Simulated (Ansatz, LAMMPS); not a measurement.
# Charge trapping in glassy 72SiO2-17Al2O3-6BaO-6ZnO (mol %) (116 atoms): runs compared

Aim: add and remove one electron in glassy 72SiO2-17Al2O3-6BaO-6ZnO (mol %) (116 atoms), with atoms held and relaxed, and read trapping energy and localisation.

Computed with Ansatz 0.2.0: Kohn-Sham DFT, PBE, PAW (set soft_2), plane waves.

## 1. The cell as built

The cell holds 116 atoms: 26 Si, 12 Al, 2 Ba, 2 Zn and 74 O. Its edges and angles: a = 11.782 Å, b = 11.782 Å, c = 11.782 Å, α = 90.0°, β = 90.0°, γ = 90.0°. 116 atoms (26 Si, 12 Al, 2 Ba, 2 Zn, 74 O) placed at random at 2.68 g/cm³, melted at 4000 K for 10 ps at fixed volume with the Morse and Coulomb pair potential with partial charges (Pedone, Malavasi, Menziani, Cormack and Segre, J. Phys. Chem. B 110, 11780 (2006)). Quenched from 4000 K to 300 K at 50 K/ps and fixed volume, held 5 ps.

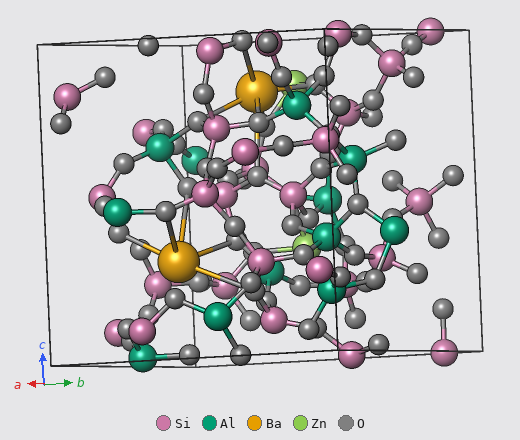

The cell as built. Bonds to atoms that aren't drawn are left out. Some periodic images of atoms are drawn too.

What the set-up can't give: The quench rate of 50 K/ps is orders of magnitude faster than experiment, which tends to freeze in extra defects. The starting topology of bonds comes from the classical model, and needn't be the one that DFT or experiment would give. The Brillouin zone is sampled at Γ only, in a cell whose shortest periodic width is 12 Å. Spin–orbit coupling is left out, which matters for the levels of the heavy elements.

## 2. The reference run

The reference is a single point at the end of the relaxation.

The charged cells start from the geometry of this run, on a uniform background, with spin and a narrow Fermi–Dirac smearing.

Its input, with most atom lines left out:

```yaml
crystal:
  lattice:
    - [11.7816, 0.0, 0.0]
    - [0.0, 11.7816, 0.0]
    - [0.0, 0.0, 11.7816]
  atoms:
    - { symbol: Si, position: [0.35732, 0.03434, 0.72897] }
    - { symbol: Si, position: [0.47622, 0.7839, 0.9961] }
    - { symbol: Si, position: [0.01054, 0.86855, 0.9957] }
    - { symbol: Si, position: [0.87966, 0.03569, 0.83634] }
    - { symbol: Si, position: [0.764, 0.87307, 0.66232] }
    - { symbol: Si, position: [0.2621, 0.85163, 0.89254] }
    - { symbol: Si, position: [0.97783, 0.93535, 0.24648] }
    [... atom lines 8 to 116 left out ...]
kpoints:
  mp_grid: { grid: [1, 1, 1] }
hamiltonian:
  xc: pbe
scf:
  occupations: { method: fixed }
output:
  forces: true
  stress: true
  populations: true
  dos:
    method: { smearing: { sigma: 0.1 } }
    de: 0.1
    projected: { site_lists: { Al: [Al], Ba: [Ba], O: [O], Si: [Si], Zn: [Zn] } }
  eigenvalues: true
  write_density: true
  write_potential: true
  volumetric_format: npy
```

| Property | Result |
| --- | --- |
| free energy per atom | -721.0468 eV/atom |
| r.m.s. force component | 0.01127 eV/Å |
| pressure | -0.1945 GPa |

Filled and empty levels are parted by 3.90 eV (at Γ alone); a semilocal functional tends to put such gaps too low. In a disordered cell it changes from sample to sample, and tail or defect levels can set it.

## 3. The runs

Each row is one run, on 4 threads of AMD EPYC 9R45, shared host. The free energy is the program's total, comparable only between runs with the same functional, potentials and atoms; between charge states it hangs on the program's zero of potential.

| run | atoms | outcome | ionic steps, all passes | free energy (eV) | time | host memory (GiB) |
| --- | --- | --- | --- | --- | --- | --- |
| Single point at the start | 116 | converged | - | -83631.236 | 5.9 s | 2.2 |
| Relaxation | 116 | converged | 12 | -83641.434 | 55 s | 2.1 |
| Single point at the relaxed geometry | 116 | converged | - | -83641.434 | 11 s | 2.4 |
| An extra electron, atoms held | 116 | converged | - | -83634.561 | 31 s | 3.9 |
| An extra electron, atoms relaxed | 116 | converged | 4 | -83634.595 | 65 s | 3.8 |
| An extra electron, levels at the relaxed geometry | 116 | converged | - | -83634.595 | 34 s | 3.9 |
| Neutral at the geometry of the electron | 116 | converged | - | -83641.400 | 10 s | 2.4 |
| An extra hole, atoms held | 116 | converged | - | -83644.155 | 45 s | 3.9 |
| An extra hole, atoms relaxed | 116 | converged | 6 | -83644.286 | 1.8 min | 3.8 |
| An extra hole, levels at the relaxed geometry | 116 | converged | - | -83644.286 | 35 s | 3.9 |
| Neutral at the geometry of the hole | 116 | converged | - | -83641.270 | 9.9 s | 2.4 |

In some runs the program notes that the exchange-correlation potential is rough where the density is thin and starting moments were not kept.

A closer look about O77, which holds the most spin of the extra hole after relaxation: 8 atoms, nearest first, numbered in the order of the input, with positions taken from that point.

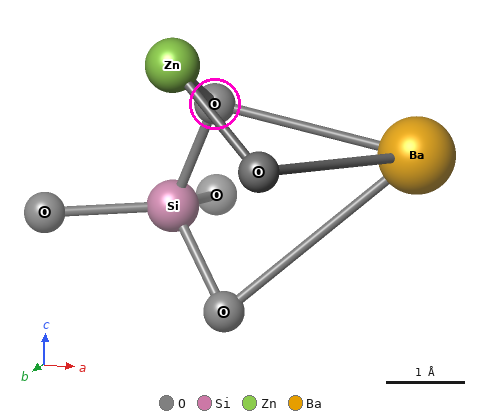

The atoms of the table, within 2.7 Å (arrows a, b, c point along x, y, z); some may hide others; the central atom is ringed.

| atom | x | y | z | distance (Å) | Löwdin charge (e) |
| --- | --- | --- | --- | --- | --- |
| O77 | 0.00 | 0.00 | 0.00 | 0.00 | -0.94 |
| Si19 | -0.20 | 1.15 | -1.16 | 1.64 | 1.69 |
| Zn41 | -1.02 | -1.64 | 0.13 | 1.94 | 1.52 |
| O116 | 0.72 | 2.43 | -0.71 | 2.63 | -0.78 |
| O92 | 0.39 | 0.62 | -2.58 | 2.68 | -0.83 |
| Ba40 | 2.50 | -0.79 | -0.60 | 2.69 | 1.89 |
| O99 | -1.81 | 1.49 | -1.32 | 2.69 | -0.77 |
| O59 | -0.02 | -2.39 | -1.31 | 2.72 | -0.93 |

## 4. Energies and spread of the extra charge

Energies are differences within one cell and functional; the shift is the gain plus the neutral cell's energy at the new geometry, that is how much cheaper the vertical process becomes there. The spread is the participation number of the site moments (1/Σw², over the spin inside atomic spheres), with the atom that holds the largest share and the spin that the spheres hold in all.

| carrier | charged less neutral, atoms held (eV) | gain on relaxing (eV) | neutral cell at that geometry, less the reference (eV) | shift of the vertical energy (eV) | spread, atoms held | spread, relaxed |
| --- | --- | --- | --- | --- | --- | --- |
| electron | 6.873 | 0.034 | 0.034 | 0.068 | - | - |
| hole | -2.720 | 0.131 | 0.164 | 0.295 | 21; O102 9 % of 0.78 μB | 14; O77 12 % of 0.78 μB |

## 5. What came out

The extra electron gains 0.034 eV as the atoms relax: so small a gain shows no trapping at this level. The cell with the electron keeps a moment of only 0.00 μB where one unpaired electron should give 1 μB: the carrier is shared between both spins, which can hide trapping. The extra hole gains 0.13 eV as the atoms relax, and its spin goes from about 21 to 14 atoms: a partial localisation as the atoms move, with the largest share on O77. The hole is shared among 2 partly filled levels, as near-degenerate levels under the smearing give, and as self-interaction favours. Adding the two vertical energies gives 4.15 eV, against a gap of 3.90 eV in the neutral cell. The zero of the potential cancels in this sum; the excess isn't taken apart here: charging of a small cell, filling of bands on a coarse mesh and the attraction to the background can all enter.

Caveats: Single energies of charged cells hang on the program's zero of potential. In the spin-polarised runs the search for a state of lower energy was switched off. No distortion was seeded, so a trapped state behind a barrier can't be found. Local and semilocal functionals favour spread-out charges, so trapping can be missed. Charged cells carry a uniform background, with no correction for images.

The DFT runs together took 6.8 min of wall time.

[Logs are printed without paths, hosts, clocks, repeated set-up lines and the standing remarks that a program may print on its own settings, such as how far it seeks lower states.]

[Hosts, paths, dates, database ids (printed as entryN), source tags and the programs' standing remarks are cut or masked in the printed files.]
